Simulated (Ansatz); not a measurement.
# Geometry relaxation, with input and output: C

System: C (4 atoms in the cell).
Method: DFT PBE, scalar-relativistic, plane waves, PAW, PAW set soft_1, no spin polarisation (Ansatz 0.2.0).

The structure derives from a Materials Project entry. Figures and captions count atoms from 1; the log counts them from 0 in places.

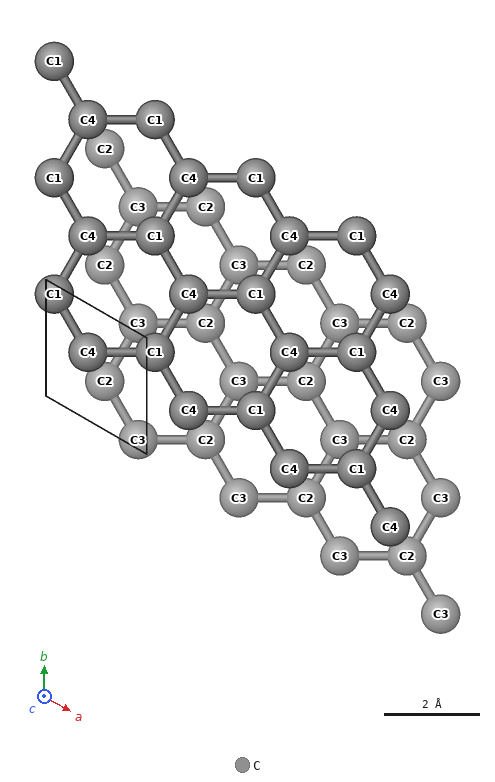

*The input geometry (ball-and-stick view of the cell of the calculation, repeated 4 × 3 × 1, along the c axis; atoms are numbered from 1 in the order of the input). An atom can appear more than once, as a periodic image.*

Near neighbours in the periodic cell (some may lie outside the picture): C has 3 C at 1.42 Å.

Key numbers:

| quantity | value |
| --- | --- |
| outcome | converged |
| space group (tolerance 0.01 Å) | Cmme (67) |
| electrons treated | 16 |
| free energy | −1003.7809 eV |
| Fermi energy | 4.435 eV |
| gap on the k-point mesh | none (metallic) |
| pressure | 0.00 GPa |
| final volume | 45.87 Å³ |
| largest force (length of the vector) at the end | under 0.001 eV/Å |
| final cell | a = 2.467 Å, b = 2.467 Å, c = 8.707 Å, α = 90.00°, β = 90.00°, γ = 120.00° |
| hardware | 2 threads of Arm Neoverse V1, 24 GiB of memory available, shared host |
| wall time | 27 s (CPU time 54 s) |
| peak memory | 0.61 GiB |

Input file:
```yaml
crystal:
  lattice:
    - [1.2332770928, -2.1360444485, 0.0]
    - [1.2332770928, 2.1360444485, 0.0]
    - [0.0, 0.0, 8.7070207245]
  atoms:
    - { symbol: C, position: [0.0833329406, 0.9166670594, 0.7503043452] }
    - { symbol: C, position: [0.5833329406, 0.4166670594, 0.2496956548] }
    - { symbol: C, position: [0.9166670594, 0.0833329406, 0.2496956548] }
    - { symbol: C, position: [0.4166670594, 0.5833329406, 0.7503043452] }
basis:
  ecutwfc: 520.0
kpoints:
  mp_grid: { grid: [21, 21, 6] }
hamiltonian:
  xc: pbe
  pseudopotentials: { kind: paw, azcp: { folder: soft_1 } }
scf:
  occupations: { method: gaussian, width: 0.1 }
output:
  forces: true
  stress: true
  eigenvalues: true
  write_density: true
  write_potential: true
  elf: true
  volumetric_format: npy
relax:
  adjacent_minimum: "off"
  f_tol: 0.005
  max_steps: 80
  cell: { stress_tol: 0.05 }
```

Command:
```bash
ansatz run input.yaml --threads 2 --pin off --max-ram 4096MiB --backend cpu --events-out ev --progress --plain --runs-dir out
```

The program's output:
```
Engine: ansatz 0.2.0, aarch64-unknown-linux-gnu
Pseudopotentials: kind: paw
Pseudopotential: C, paw, valence charge 4, recommended cutoff 420 eV (normal), [file]
Functional definition: PBE
  parameter kappa = 0.804
  parameter beta = 0.06672455060314922
  exchange = pbe_x(kappa = kappa, mu = beta*pi^2/3)
  correlation = pbe_c(beta = beta)
Crystal: 4 atoms, lattice volume = 45.874 Å³
Basis set: ecut = 520 eV, 1227 PW (Γ), exchange–correlation on 40×40×144 points (8 copies of the dense FFT grid, shifted against one another)
Bands: 12, of which v1, the nominal top of the filled ones, is band 8 counted from 1 (7 counted from 0)
Symmetry: 8 space group operations
Space group: Cmme (ITA 67), of the structure as read, at distance tolerance 3.6e-5 Å
k-points: 484 of 2646
Non-local potential: C, projectors of the file, l = 0: 2, l = 1: 2, l = 2: 1
PAW form: soft (Blöchl's): semilocal exchange-correlation on the pseudo side does not see the compensation charge
PAW one-centre angular grid: C, 110 points (default); XC on 64 Gauss nodes
Initial density: superposition of atomic densities (chi_scale 0.1, normalization cell)
Initial wavefunctions: pseudopotential atomic-orbital guess
Functional: x = pbe(κ = 0.804, μ = 0.2195149727645171), c = pbe(β = 0.06672455060314922)
SCF iter   1: F=—  HF=-1006.059951 eV  |F-HF|=—  |Δ(HF+E_count)|=         —  Δρ=1.12e-1  dr2=5.26e0  ethr=3.10e-3  ⟨swp⟩=5.7  Hψ=35767  notcnv=0
preconditioner: auto → LDOS  [metal: Δε(μ)=0.000 eV  Ē_g=16.274 eV  σ=0.100 eV  W_gap=0.00  n_scr=6 (ndim 8)  ℏωp=21.9 eV  f_vac=0.156  D(μ)=0.18/eV (n_scr^D=2)  β→1.0]
SCF iter   2: F=—  HF=-1004.179724 eV  |F-HF|=—  |Δ(HF+E_count)|=    1.88e0  Δρ=4.09e-2  dr2=8.57e-1  ethr=3.10e-3  ⟨swp⟩=3.7  Hψ=19271  notcnv=0
SCF iter   3: F=—  HF=-1003.781828 eV  |F-HF|=—  |Δ(HF+E_count)|=   3.98e-1  Δρ=2.38e-3  dr2=2.61e-3  ethr=3.10e-3  ⟨swp⟩=2.9  Hψ=16043  notcnv=0
SCF iter   4: F=—  HF=-1003.780927 eV  |F-HF|=—  |Δ(HF+E_count)|=   9.01e-4  Δρ=2.36e-4  dr2=4.47e-5  ethr=1.63e-5  ⟨swp⟩=2.3  Hψ=11130  notcnv=0
SCF iter   5: F=—  HF=-1003.780937 eV  |F-HF|=—  |Δ(HF+E_count)|=   1.05e-5  Δρ=1.48e-4  dr2=4.83e-5  ethr=2.79e-7  ⟨swp⟩=2.3  Hψ=10007  notcnv=0
SCF iter   6: F=-1003.780924 eV  HF=-1003.780924 eV  |F-HF|=1.52e-8  |Δ(HF+E_count)|=   1.36e-5  Δρ=9.33e-6  dr2=1.58e-8  ethr=6.25e-10  ⟨swp⟩=10.9  Hψ=55801  notcnv=0
SCF 1 converged in 6 iterations: F = -1003.780924 eV  dr2 = 1.58e-8
  greatest PAW one-centre occupation: 0.673 electrons in one spin orbital (limit 2), on the C atom at site 3 (counted from 0), in its partial waves of l = 0
relax step   1: F+E_penalty+E_count = -1003.78092357 eV  Δ(F+E_penalty+E_count) = +0.000e0 eV  max|allowed force component| = 3.558e-4 eV/Å  Δτ_max = 0.0000 Å  P = -0.003 GPa  Ω = 45.874 Å³  (6 SCF iters, dr2 threshold 1.00e-7 eV, accepted)
Initial density: handed on by an earlier stage of this run
Initial wavefunctions: pseudopotential atomic-orbital guess (no wavefunctions were taken with the density)
iter 1 solved again at ethr=5.35e-8 eV; its pass at ethr=3.10e-3 eV (dr2=8.56e-6 eV) is discarded
SCF iter   1: F=—  HF=-1003.780922 eV  |F-HF|=—  |Δ(HF+E_count)|=         —  Δρ=9.25e-6  dr2=1.53e-8  ethr=5.35e-8  ⟨swp⟩=3.5  Hψ=53400  notcnv=0
preconditioner: auto → LDOS  [metal: Δε(μ)=0.001 eV  Ē_g=15.275 eV  σ=0.100 eV  W_gap=0.00  n_scr=6 (ndim 8)  ℏωp=21.9 eV  f_vac=0.251  D(μ)=0.16/eV (n_scr^D=2)  β→1.0]
SCF iter   2: F=—  HF=-1003.780924 eV  |F-HF|=—  |Δ(HF+E_count)|=   2.06e-6  Δρ=1.69e-6  dr2=2.01e-9  ethr=9.58e-11  ⟨swp⟩=3.0  Hψ=10879  notcnv=0
SCF iter   3: F=—  HF=-1003.780924 eV  |F-HF|=—  |Δ(HF+E_count)|=   2.30e-9  Δρ=7.95e-7  dr2=1.17e-9  ethr=1.26e-11  ⟨swp⟩=2.3  Hψ=10014  notcnv=0
SCF iter   4: F=-1003.780924 eV  HF=-1003.780924 eV  |F-HF|=9.66e-12  |Δ(HF+E_count)|=  1.36e-10  Δρ=2.41e-7  dr2=3.24e-11  ethr=1.00e-12  ⟨swp⟩=5.8  Hψ=32378  notcnv=0
SCF 2 converged in 4 iterations: F = -1003.780924 eV  dr2 = 3.24e-11
relax step   2: F+E_penalty+E_count = -1003.78092357 eV  Δ(F+E_penalty+E_count) = -3.532e-9 eV  max|allowed force component| = 3.538e-4 eV/Å  Δτ_max = 0.0000 Å  P = -0.004 GPa  Ω = 45.874 Å³  stress off target by 1.20e-2 GPa  SCF on the basis re-selected at this cell (its energy is not comparable with the rows above)  (4 SCF iters)
```

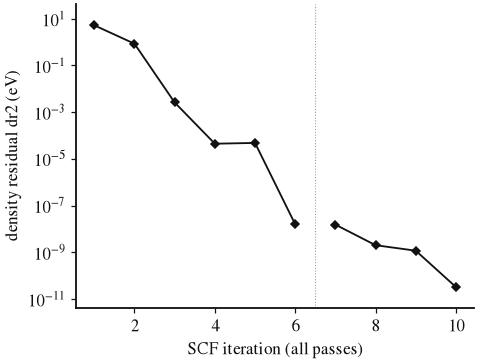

*Convergence of the self-consistent field: density residual dr2 against the SCF iteration. The dotted lines part the SCF passes of the relaxation: geometry steps, rejected trials and re-solves on a re-selected basis.*

The passes take 6 and 4 iterations.

```
basis re-selected at this cell: Δ(F+E_penalty+E_count) = -3.532e-9 eV, ΔP = -0.001 GPa vs the last step (what re-selecting the basis moved, of the pressure what is left beyond the Pulay correction that the steps carried, after the strain that the cell walked since its last selection, with what the two solves' SCF thresholds leave and, on support functions, any second-order correction that the steps lacked; it is no measure of the basis error at this ecutwfc). This SCF's stress stands 1.20e-2 GPa from its target on what of the cell is left free (relax.cell.stress_tol is 5.00e-2 GPa) and its largest allowed force component is 3.54e-4 eV/Å (relax.f_tol is 5.00e-3 eV/Å): within both
SCF converged after 4 iterations
Free energy (F): -1003.780924 eV
Harris-Foulkes:  -1003.780924 eV  (|F-HF|=9.66e-12)
Internal energy: -1003.780144 eV  (E = F + TS)
E sigma→0 (E₀):  -1003.780534 eV
Entropy (-TS):   -0.000779 eV (-0.195 meV/atom)
Fermi energy:    4.434930 eV
--- Per-component energies (eV) ---
  E_band       = -75.382056
  E_kinetic    = 353.599185
  E_local      = -910.270560  (includes V_loc(G=0)·N_el)
  E_nonlocal   = 93.814037
  E_hartree    = 324.956341
  E_xc         = -187.664780
  E_vxc        = -231.061844  (∫ρ·V_xc dr)
  E_paw        = -400.406344  (= ΣΔE_a)
  E_vpaw       = -31.375715  (= ΣTr[D̂ρ^β])
  E_aug_tail   = 0.000001  (compensation charges beyond the density's cutoff)
  E_ewald      = -277.808024
  E_smearing   = -0.000779  (= −TS)
  E_closure    = -0.000000  (closes the sum)
  Σ components = -1003.780924   (vs F -1003.780924, Δ=0.00e0)
--- Forces (eV/Å), atoms counted from 1 ---
  atom   1  C      0.00000000     0.00035379    -0.00006750
  atom   2  C      0.00000000     0.00035379     0.00006750
  atom   3  C      0.00000000    -0.00035379     0.00006750
  atom   4  C      0.00000000    -0.00035379    -0.00006750
  max |Σ_I F_I| component: 3.33e-16 eV/Å
--- Stress (GPa, compression-positive) ---
       -0.012030       0.000000       0.000000
        0.000000      -0.010424       0.000000
        0.000000       0.000000       0.011475
  P = ⅓ Tr σ = -0.0037 GPa (-0.037 kbar)
--- Band table (eV; the first three rows and the last of 484) ---
  k-point 0: bands = ["-15.0986", "-15.0696", "-3.3872", "-2.9688", "1.3911", "1.3918", "1.3923", "1.3927", "7.4670", "10.5835", "12.7566", "12.7596"]
  k-point 1: bands = ["-15.0967", "-15.0716", "-3.3610", "-2.9990", "1.3912", "1.3918", "1.3923", "1.3926", "7.6081", "10.2061", "12.7571", "12.7598"]
  k-point 2: bands = ["-15.0914", "-15.0769", "-3.2884", "-3.0796", "1.3915", "1.3919", "1.3922", "1.3923", "8.0167", "9.4334", "12.7585", "12.7603"]
  k-point 483: bands = ["-10.0546", "-10.0543", "-8.5797", "-8.5795", "-1.9825", "-1.9825", "1.9866", "1.9890", "6.2201", "6.2229", "11.8078", "11.8083"]
--- Relaxed structure (1 steps of the walk, 1 accepted, 1 SCFs on fresh bases) ---
  F+E_penalty+E_count = -1003.78092357 eV   max|allowed force component| = 3.538e-4 eV/Å   (the final SCF, on the basis selected at the relaxed cell)
  cell:  # Å, volume = 45.8744 Å³
    - [1.2332770928, -2.1360444485, 0.0]
    - [1.2332770928, 2.1360444485, 0.0]
    - [0.0, 0.0, 8.7070207245]
  atoms:
    - { symbol: C, position: [0.08333294059999996, 0.9166670594, 0.7503043452000001] }
    - { symbol: C, position: [0.5833329406, 0.41666705940000004, 0.2496956548] }
    - { symbol: C, position: [0.9166670594, 0.08333294059999996, 0.2496956548] }
    - { symbol: C, position: [0.41666705940000004, 0.5833329406, 0.7503043452000001] }
```

Trajectory as extended XYZ (Å, eV, eV/Å), 2 frames, from step=1 to step=2:
```
4
Lattice="1.2333 -2.1360 0.0000 1.2333 2.1360 0.0000 0.0000 0.0000 8.7070" Properties=species:S:1:pos:R:3:forces:R:3 step=1 energy=-1003.78092 pressure_GPa=-0.00
C     1.2333    1.7800    6.5329    0.0000   0.0004  -0.0001
C     1.2333   -0.3560    2.1741    0.0000   0.0004   0.0001
C     1.2333   -1.7800    2.1741    0.0000  -0.0004   0.0001
C     1.2333    0.3560    6.5329    0.0000  -0.0004  -0.0001
4
Lattice="1.2333 -2.1360 0.0000 1.2333 2.1360 0.0000 0.0000 0.0000 8.7070" Properties=species:S:1:pos:R:3:forces:R:3 step=2 energy=-1003.78092 pressure_GPa=-0.00
C     1.2333    1.7800    6.5329    0.0000   0.0004  -0.0001
C     1.2333   -0.3560    2.1741    0.0000   0.0004   0.0001
C     1.2333   -1.7800    2.1741    0.0000  -0.0004   0.0001
C     1.2333    0.3560    6.5329    0.0000  -0.0004  -0.0001
```

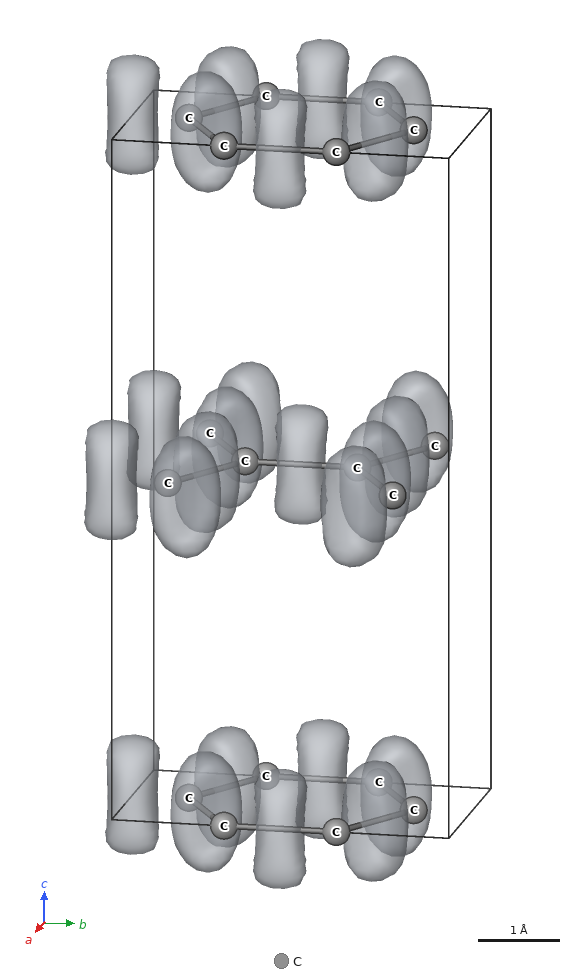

*Isosurface of the ELF at 0.75 (grey), seen slightly off an axis. Core shells and regions of very low density are left out. Sticks mark near contacts. The outline is the cell set on symmetry axes.*

Profiles from the grid: C–C (1.42 Å): the ELF peaks at about 0.95 between the atoms (localised, shared-pair bonding). In a PAW calculation such maps are meaningful between the atoms, not at the nuclei.

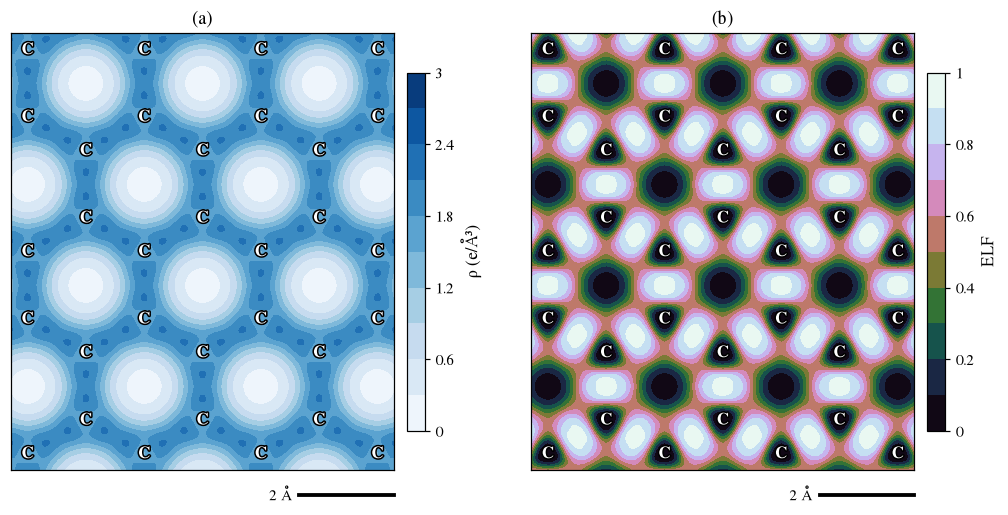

*(a) valence charge density (pseudo); (b) electron localisation function on the (001) plane of the conventional cell.*

Atoms in the plane: C. C–C (1.42 Å): ρ at the midpoint is about 2 e/Å³, a local maximum along the line; the ELF peaks at about 0.95 between the atoms, which marks localised, shared-pair bonding. Away from the nuclei the density in this plane falls to 0.15 e/Å³ at its lowest.
